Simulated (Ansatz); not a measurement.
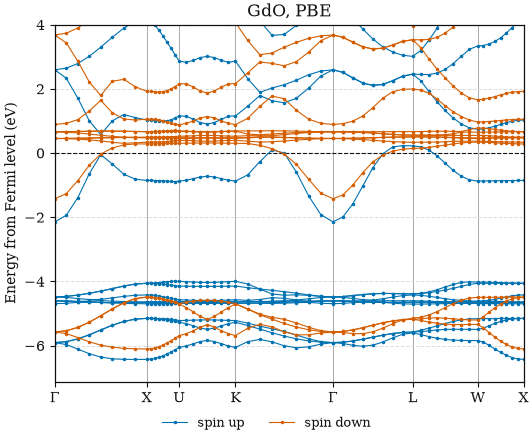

Band structure. Energies are counted from the Fermi level. The path runs straight from each named point to the next.

Question: Which Bravais lattice do the labels of the path belong to?

Answer: A face-centred cubic lattice: the path Γ–X–U–K–Γ–L–W–X runs through the special points of its Brillouin zone.

System: GdO, space group F-43m, 2 atoms in the cell.

```yaml
crystal:
  lattice:
    - [0.00000, 2.70000, 2.70000]
    - [2.70000, 0.00000, 2.70000]
    - [2.70000, 2.70000, 0.00000]
  atoms:
    - { symbol: Gd, position: [0.00000, 0.00000, 0.00000] }
    - { symbol: O, position: [0.75000, 0.75000, 0.75000] }
```

Method: DFT, PBE, all-electron PAW with datasets made for the crystal, scalar-relativistic, spin-polarised, 12×12×12 k mesh, Fermi-Dirac smearing of 0.08 eV (Ansatz 0.2.0).

Question: Metal, semiconductor or insulator?

Answer: A metal: 1 spin-up and 1 spin-down bands cross the Fermi level along this path.

Question: Are there flat bands near the Fermi level?

Answer: 6 bands within 1.5 eV of the Fermi level are narrower than 0.3 eV along the path; they lie between 0.3 and 0.8 eV and signal localised states.

Question: Which levels at U lie nearest to the Fermi level?

Answer: At U the nearest levels lie 0.87 eV below and 0.31 eV above the Fermi level.

Question: On which lines of the path do bands cross the Fermi level?

Answer: Bands cross the Fermi level on Γ–X, K–Γ, Γ–L and L–W, and not on X–U, U–K and W–X.

The open f shell can settle in other states than this one. Spin-orbit coupling is left out, which matters for Gd.
